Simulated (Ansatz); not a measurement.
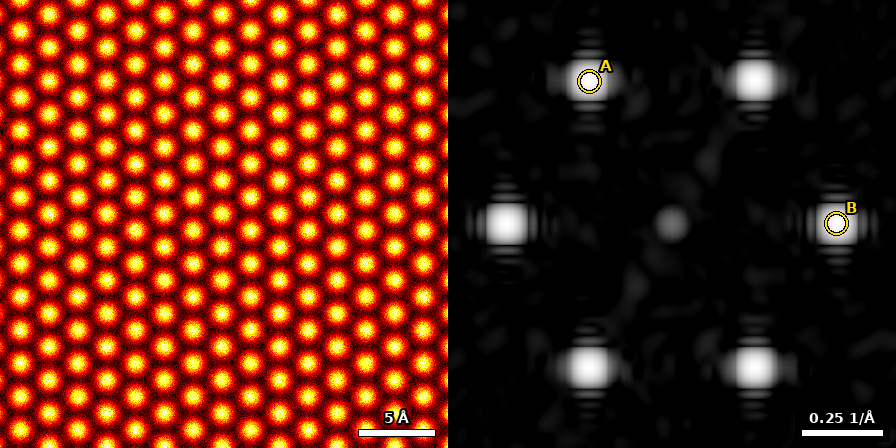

Z-contrast image of Co (P6/mmm, No. 191) along [001]. Simulated incoherent Z contrast: every atom adds Z^1.8 spread by a probe of 1.14 Å full width; channelling and multiple scattering are left out. The display is stretched by a gamma of 0.8; percentages refer to the linear signal. Shot noise was added. Structure: the input geometry of a calculation; the starting structure was generated, so it need not be a known form of this composition.

The right panel is the modulus of the image's Fourier transform on a logarithmic scale.

a = 3.856 Å, b = 3.856 Å, c = 2.377 Å, α = 90.00°, β = 90.00°, γ = 120.00°

Q: Index the marked spots and give their plane spacings (the zone axis points at the viewer; indices equivalent by symmetry, or all signs reversed, are as good).

A: (-2 1 0), d = 1.93 Å; B: (110), d = 1.93 Å. A and B enclose 120°, and every spot obeys the zone law hu + kv + lw = 0 for [001].
